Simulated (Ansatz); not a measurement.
# Single-point calculation of K

System: K (P6₃/mmc, 4 atoms in the cell).
Method: DFT PBE+D3(BJ), scalar-relativistic, plane waves, PAW, no spin polarisation (Ansatz 0.2.0).

The structure derives from a Materials Project entry. It belongs to a series of runs on one base structure; here: strain along c alone, the other axes held, atoms relaxed: +2.0 %. Figures and captions count atoms from 1; the log counts them from 0 in places.

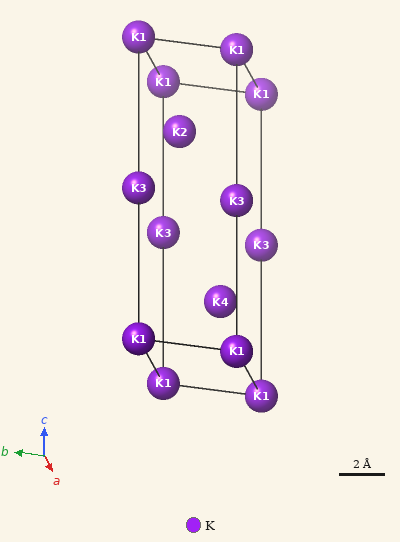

The input geometry (ball-and-stick view of the cell of the calculation, seen at an oblique angle; atoms are numbered from 1 in the order of the input).

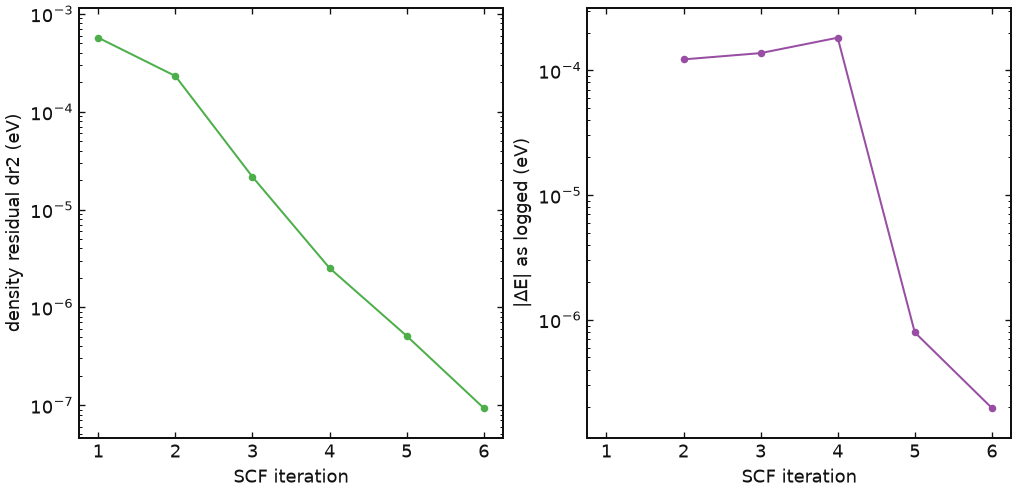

Convergence of the self-consistent field: density residual dr2 and size of the energy change against the SCF iteration. The residual falls at every step.

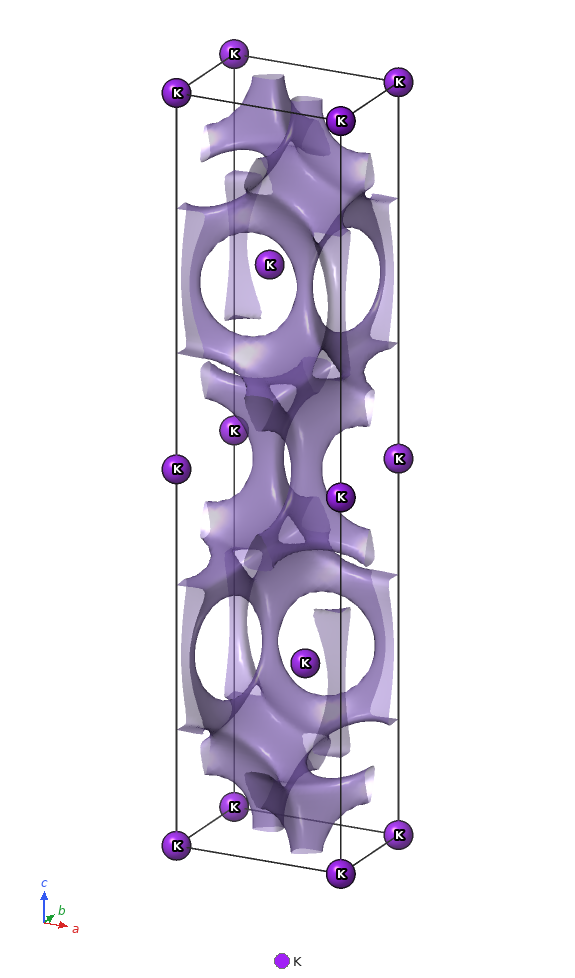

Isosurface of the ELF at 0.4 (purple), seen slightly off an axis. Only the valence region is drawn (cores and ρ < 0.01 e/Å³ removed). Sticks mark near contacts. The outline is the cell set on symmetry axes. Profiles from the grid: Core electrons are frozen (PAW), so the fields are smoothed inside the atomic spheres.

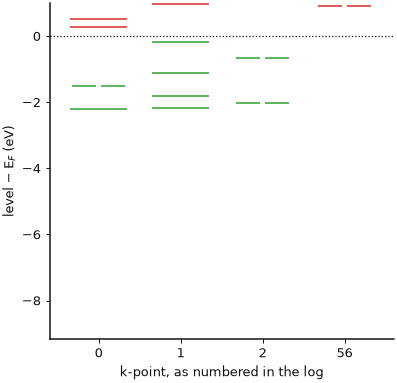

Kohn–Sham levels near the Fermi level (dotted) at the few k-points that the log prints; levels within 0.02 eV of each other stand side by side. The system is metallic on the full mesh.

These pictures come from the run below.

**The input**
```yaml
crystal:
  lattice:
    - [4.6146036413, 0.0, 0.0]
    - [-2.3073018206, 3.9963639817, 0.0]
    - [0.0, 0.0, 15.312419855]
  atoms:
    - { symbol: K, position: [0.0, 0.0, 0.0] }
    - { symbol: K, position: [0.3333333333, 0.6666666667, 0.75] }
    - { symbol: K, position: [0.0, 0.0, 0.5] }
    - { symbol: K, position: [0.6666666667, 0.3333333333, 0.25] }
basis:
  ecutwfc: 420
kpoints:
  mp_grid: { grid: [12, 12, 4] }
hamiltonian:
  xc: pbe
  dispersion: d3bj
scf:
  occupations: { method: gaussian, width: 0.1 }
output:
  forces: true
  stress: true
  eigenvalues: true
  write_density: true
  write_potential: true
  elf: true
  volumetric_format: npy
```

Launched with:
```bash
ansatz run input.yaml --threads 1 --pin off --max-ram 2560MiB --backend cpu --events-out ev --progress --plain --runs-dir out
```

**Output**
```
Engine: ansatz 0.2.0, x86_64-unknown-linux-gnu
Pseudopotentials: kind: paw
Pseudopotential: K, paw, valence charge 9, recommended cutoff 420 eV (normal), K.paw.azcp
Functional definition: PBE
  parameter kappa = 0.804
  parameter beta = 0.06672455060314922
  exchange = pbe_x(kappa = kappa, mu = beta*pi^2/3)
  correlation = pbe_c(beta = beta)
Crystal: 4 atoms, lattice volume = 282.386 Å³
Basis set: ecut = 420 eV, 5553 PW (Γ), exchange–correlation on 64×64×216 points (8 copies of the dense FFT grid, shifted against one another)
Bands: 22, of which v1, the nominal top of the filled ones, is band 18 counted from 1 (17 counted from 0)
Symmetry: 24 space group operations
Space group: P63/mmc (ITA 194), of the structure as read, at distance tolerance 6.6e-5 Å
k-points: 57 of 576
Non-local potential: K, projectors of the file, l = 0: 3, l = 1: 2, l = 2: 2
PAW form: soft (Blöchl's): semilocal exchange-correlation on the pseudo side does not see the compensation charge
PAW one-centre angular grid: K, 110 points (default); XC on 64 Gauss nodes
Initial density: superposition of atomic densities (neutral atoms: chi_scale 0, normalization atom), corrected by the library's trained network
Initial wavefunctions: pseudopotential atomic-orbital guess
Functional: x = pbe(κ = 0.804, μ = 0.2195149727645171), c = pbe(β = 0.06672455060314922)
SCF iter   1: F=—  HF=-6151.610699 eV  |F-HF|=—  |Δ(HF+E_count)|=         —  Δρ=3.65e-4  dr2=5.72e-4  ethr=1.77e-3  ⟨swp⟩=6.3  Hψ=6520  notcnv=0
preconditioner: auto → Kerker (q_TF=auto, 1.936 Å⁻¹)  [metal: Δε(μ)=0.060 eV  Ē_g=1.911 eV  σ=0.100 eV  W_gap=0.31  n_scr=38 (ndim 8)  ℏωp=4.4 eV  f_vac=0.000  D(μ)=2.67/eV (n_scr^D=6)]
SCF iter   2: F=—  HF=-6151.610577 eV  |F-HF|=—  |Δ(HF+E_count)|=   1.22e-4  Δρ=2.12e-4  dr2=2.32e-4  ethr=1.59e-6  ⟨swp⟩=2.4  Hψ=2746  notcnv=0
SCF iter   3: F=—  HF=-6151.610714 eV  |F-HF|=—  |Δ(HF+E_count)|=   1.37e-4  Δρ=6.67e-5  dr2=2.16e-5  ethr=6.43e-7  ⟨swp⟩=2.0  Hψ=2061  notcnv=0
SCF iter   4: F=—  HF=-6151.610896 eV  |F-HF|=—  |Δ(HF+E_count)|=   1.82e-4  Δρ=2.05e-5  dr2=2.52e-6  ethr=6.01e-8  ⟨swp⟩=1.8  Hψ=1366  notcnv=0
SCF iter   5: F=—  HF=-6151.610897 eV  |F-HF|=—  |Δ(HF+E_count)|=   7.94e-7  Δρ=8.91e-6  dr2=5.10e-7  ethr=6.99e-9  ⟨swp⟩=2.4  Hψ=2192  notcnv=0
SCF iter   6: F=-6151.610897 eV  HF=-6151.610897 eV  |F-HF|=4.59e-9  |Δ(HF+E_count)|=   1.97e-7  Δρ=3.64e-6  dr2=9.33e-8  ethr=2.78e-10  ⟨swp⟩=7.6  Hψ=7964  notcnv=0
SCF 1 converged in 6 iterations: F = -6151.610897 eV  dr2 = 9.33e-8
  greatest PAW one-centre occupation: 0.988 electrons in one spin orbital (limit 2), on the K atom at site 0 (counted from 0), in its partial waves of l = 0
SCF converged after 6 iterations
Free energy (F): -6151.610897 eV
Harris-Foulkes:  -6151.610897 eV  (|F-HF|=4.59e-9)
Internal energy: -6151.597539 eV  (E = F + TS)
E sigma→0 (E₀):  -6151.604218 eV
Entropy (-TS):   -0.013358 eV (-3.339 meV/atom)
Fermi energy:    1.932106 eV
--- Per-component energies (eV) ---
  E_band       = -564.526305
  E_kinetic    = 1009.278246
  E_local      = -2981.262828  (includes V_loc(G=0)·N_el)
  E_nonlocal   = 51.863941
  E_hartree    = 1061.897561
  E_xc         = -535.328959
  E_vxc        = -652.554039  (∫ρ·V_xc dr)
  E_paw        = -3127.441477  (= ΣΔE_a)
  E_vpaw       = -115.651619  (= ΣTr[D̂ρ^β])
  E_aug_tail   = -0.000013  (compensation charges beyond the density's cutoff)
  E_ewald      = -1630.132080
  E_disp       = -0.471930  (pairwise vdW)
  E_smearing   = -0.013358  (= −TS)
  E_closure    = 0.000000  (closes the sum)
  Σ components = -6151.610897   (vs F -6151.610897, Δ=0.00e0)
--- Forces (eV/Å), atoms counted from 1 ---
  atom   1  K     -0.00000000    -0.00000000     0.00000000
  atom   2  K     -0.00000000     0.00000000     0.00000000
  atom   3  K      0.00000000    -0.00000000     0.00000000
  atom   4  K      0.00000000    -0.00000000     0.00000000
  max |Σ_I F_I| component: 4.34e-19 eV/Å
--- Stress (GPa, compression-positive) ---
       -0.041451      -0.000000       0.000000
       -0.000000      -0.041451      -0.000000
        0.000000      -0.000000      -0.176839
  P = ⅓ Tr σ = -0.0866 GPa (-0.866 kbar)
--- Band table (eV; the first three rows and the last of 57) ---
  k-point 0: bands = ["-30.1690", "-30.1670", "-30.1668", "-30.1648", "-13.6914", "-13.6551", "-13.6545", "-13.6269", "-13.6269", "-13.6220", "-13.6220", "-13.6220", "-13.6220", "-13.6175", "-13.6172", "-13.6172", "-0.2842", "0.4370", "0.4374", "2.2076", "2.4458", "4.6311"]
  k-point 1: bands = ["-30.1688", "-30.1677", "-30.1661", "-30.1649", "-13.6887", "-13.6689", "-13.6406", "-13.6265", "-13.6265", "-13.6239", "-13.6239", "-13.6204", "-13.6202", "-13.6202", "-13.6175", "-13.6175", "-0.2376", "0.1277", "0.8214", "1.7685", "2.9116", "4.0707"]
  k-point 2: bands = ["-30.1684", "-30.1684", "-30.1654", "-30.1654", "-13.6808", "-13.6808", "-13.6285", "-13.6285", "-13.6254", "-13.6254", "-13.6254", "-13.6254", "-13.6186", "-13.6186", "-13.6186", "-13.6186", "-0.0992", "-0.0992", "1.2700", "1.2700", "3.4900", "3.4900"]
  k-point 56: bands = ["-30.1633", "-30.1633", "-30.1631", "-30.1631", "-13.6766", "-13.6766", "-13.6727", "-13.6727", "-13.6651", "-13.6651", "-13.6615", "-13.6615", "-13.6371", "-13.6371", "-13.6371", "-13.6371", "2.8518", "2.8518", "2.9622", "2.9622", "2.9834", "2.9834"]
```

**Summary**

- outcome: converged
- space group (tolerance 0.01 Å): P6₃/mmc (194)
- electrons treated: 36
- free energy: −6151.6109 eV
- Fermi energy: 1.932 eV
- gap on the k-point mesh: none (metallic)
- pressure: −0.09 GPa
- largest force (length of the vector): under 0.001 eV/Å
- hardware: 1 thread of AMD EPYC (Zen 3), 128 GiB of memory available, shared host
- wall time: 19 s
- peak memory: 0.61 GiB
